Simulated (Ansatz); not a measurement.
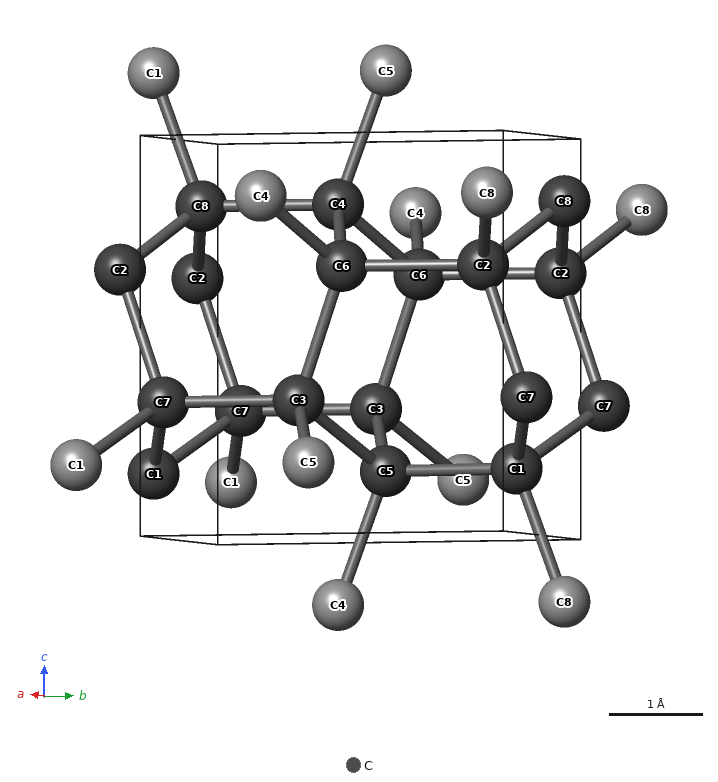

The structure (ball-and-stick view of the cell of the calculation, seen at an oblique angle; neighbours outside the cell are drawn fainter; atoms are numbered from 1 in the order of the input). An atom can appear more than once, as a periodic image. Near neighbours in the periodic cell (some may lie outside the picture): C has 4 C at 1.46 to 1.62 Å.

**Mending a single-point calculation on C**

System: C (Pnc2, 8 atoms in the cell).
Method of the first run: DFT, PBE, plane waves, PAW, PAW set soft_1, Ueff = 4 eV on C f (Ansatz 0.2.0).

The structure derives from an entry of the Crystallography Open Database. Text and figures count atoms from 1; the logs count them from 0 in places.

The input, the first run:
```yaml
crystal:
  lattice:
    - [-2.5116408742, 0.0, 0.0]
    - [0.0, 0.0, -4.1802949113]
    - [0.0, -4.3502896045, 0.0]
  atoms:
    - { symbol: C, position: [0.5334442718, 0.9372685928, 0.1666666667] }
    - { symbol: C, position: [-0.0334442718, 0.9372685928, 0.6666666667] }
    - { symbol: C, position: [0.0047777531, 0.4372685928, 0.3333333333] }
    - { symbol: C, position: [0.4952222469, 0.4372685928, 0.8333333333] }
    - { symbol: C, position: [0.4665557282, 0.5627314072, 0.1666666667] }
    - { symbol: C, position: [0.0334442718, 0.5627314072, 0.6666666667] }
    - { symbol: C, position: [-0.0047777531, 0.0627314072, 0.3333333333] }
    - { symbol: C, position: [0.5047777531, 0.0627314072, 0.8333333333] }
basis:
  ecutwfc: 520.0
kpoints:
  mp_grid: { grid: [10, 6, 6] }
hamiltonian:
  xc: pbe
  pseudopotentials: { kind: paw, azcp: { folder: soft_1 } }
  hubbard: { sites: [{ species: C, l: f, u_eff: 4.0 }] }
scf:
  occupations: { method: gaussian, width: 0.05 }
  max_iter: 50
output:
  forces: true
  eigenvalues: true
  stress: true
```

Command:
```bash
ansatz run input.yaml --threads 2 --pin off --max-ram 4096MiB --backend cpu --events-out ev --progress --plain --runs-dir out
```

Hardware: 2 threads of Arm Neoverse N1, 98 GiB of memory available, shared host.

Output (the first run):
```
Error: inconsistent input (hamiltonian.hubbard.sites[].l, hamiltonian.hubbard.sites[].shell): the file of C doesn't list 4f, and it can't be added: PBE doesn't bind the shell 4f of the free atom, whose level lies at +1.13 eV. Type an atom or ion with it (hamiltonian.pseudopotentials.projection_atoms), take another file or name another shell
```

What should be changed in this input?

Answer. The input was spoiled on purpose: a U on a shell that isn't there (`hamiltonian.hubbard`). The program refused the input: “inconsistent input (hamiltonian.hubbard.sites[].l, hamiltonian.hubbard.sites[].shell): the file of C doesn't list 4f, and it can't be added: PBE doesn't bind the shell 4f of the free atom, whose level lies at +1.13 eV …”

A run of the same system that converges differs from this input as follows (lines with − go, lines with + come):
```diff
-  hubbard: { sites: [{ species: C, l: f, u_eff: 4.0 }] }
-  max_iter: 50
```

Output, shortened to warnings, some set-up lines, iterations and results (the second run):
```
Basis set: ecut = 520 eV, 1235 PW (Γ), exchange–correlation on 40×64×72 points (8 copies of the dense FFT grid, shifted against one another)
Symmetry: 4 space group operations
k-points: 96 of 360 (time reversal used)
Initial density: superposition of atomic densities (chi_scale 0.1, normalization cell)
[...]
SCF iter   1: F=—  HF=-2007.804138 eV  |F-HF|=—  |Δ(HF+E_count)|=         —  Δρ=1.38e-1  dr2=6.19e0  ethr=3.10e-3  ⟨swp⟩=6.0  Hψ=10948  notcnv=0  defer=2
SCF iter   2: F=—  HF=-2005.770982 eV  |F-HF|=—  |Δ(HF+E_count)|=    2.03e0  Δρ=5.51e-2  dr2=8.58e-1  ethr=3.10e-3  ⟨swp⟩=2.9  Hψ=5423  notcnv=0  defer=304
SCF iter   3: F=—  HF=-2005.561902 eV  |F-HF|=—  |Δ(HF+E_count)|=   2.09e-1  Δρ=6.28e-3  dr2=7.46e-3  ethr=2.68e-3  ⟨swp⟩=2.8  Hψ=3882  notcnv=0  defer=304
SCF iter   4: F=—  HF=-2005.565596 eV  |F-HF|=—  |Δ(HF+E_count)|=   3.69e-3  Δρ=3.30e-3  dr2=8.49e-3  ethr=2.33e-5  ⟨swp⟩=2.0  Hψ=3935  notcnv=0  defer=208
SCF iter   5: F=—  HF=-2005.563229 eV  |F-HF|=—  |Δ(HF+E_count)|=   2.37e-3  Δρ=1.98e-4  dr2=7.87e-6  ethr=2.33e-5  ⟨swp⟩=2.0  Hψ=3315  notcnv=0  defer=208
SCF iter   6: F=—  HF=-2005.563247 eV  |F-HF|=—  |Δ(HF+E_count)|=   1.74e-5  Δρ=3.57e-5  dr2=4.46e-7  ethr=2.46e-8  ⟨swp⟩=2.0  Hψ=3748  notcnv=0  defer=208
SCF iter   7: F=-2005.563247 eV  HF=-2005.563247 eV  |F-HF|=5.26e-8  |Δ(HF+E_count)|=   2.08e-7  Δρ=1.07e-5  dr2=6.91e-8  ethr=3.13e-10  ⟨swp⟩=11.3  Hψ=11773  notcnv=0
SCF 1 converged in 7 iterations: F = -2005.563247 eV  dr2 = 6.91e-8
SCF converged after 7 iterations
Free energy (F): -2005.563247 eV
Harris-Foulkes:  -2005.563247 eV  (|F-HF|=5.26e-8)
Internal energy: -2005.563247 eV  (E = F + TS)
E sigma→0 (E₀):  -2005.563247 eV
Fermi energy:    15.142156 eV
--- Per-component energies (eV) ---
  E_band       = 136.775602
  E_kinetic    = 717.963721
  E_local      = -450.030451  (includes V_loc(G=0)·N_el)
  E_nonlocal   = 184.096696
  E_hartree    = 108.562137
  E_xc         = -381.335091
  E_vxc        = -470.927914  (∫ρ·V_xc dr)
  E_paw        = -799.670281  (= ΣΔE_a)
  E_vpaw       = -61.450483  (= ΣTr[D̂ρ^β])
  E_aug_tail   = 0.000012  (compensation charges beyond the density's cutoff)
  E_ewald      = -1385.149990
  E_smearing   = -0.000000  (= −TS)
  E_closure    = -0.000000  (closes the sum)
  Σ components = -2005.563247   (vs F -2005.563247, Δ=0.00e0)
--- Forces (eV/Å), atoms counted from 1 ---
  atom   1  C      3.94063778     0.39370669     0.25725964
  atom   2  C     -3.94063778     0.39370669     0.25725964
  atom   3  C      2.09905867    -0.39370836     0.25221053
  atom   4  C     -2.09905867    -0.39370836     0.25221053
  atom   5  C     -3.94063778     0.39370669    -0.25725964
  atom   6  C      3.94063778     0.39370669    -0.25725964
  atom   7  C     -2.09905867    -0.39370836    -0.25221053
  atom   8  C      2.09905867    -0.39370836    -0.25221053
  max |Σ_I F_I| component: 6.65e-6 eV/Å
--- Stress (GPa, compression-positive) ---
        5.306422       0.000000      -0.000000
        0.000000       3.987990       0.000000
       -0.000000       0.000000       1.126038
  P = ⅓ Tr σ = 3.4735 GPa (34.735 kbar)
```

The two runs side by side:

| quantity | the first run | the second run |
| --- | --- | --- |
| outcome | refused | converged |
| free energy per atom (eV) | – | −250.6954 |
| gap on the mesh (eV) | – | 3.22 |
| pressure (GPa) | – | 3.47 |
| volume per atom (Å³) | – | 5.71 |
| largest force (eV/Å) | – | 3.969 |
| SCF iterations | – | 7 |
| irreducible k-points | – | 96 |
| plane waves at Γ | – | 1235 |
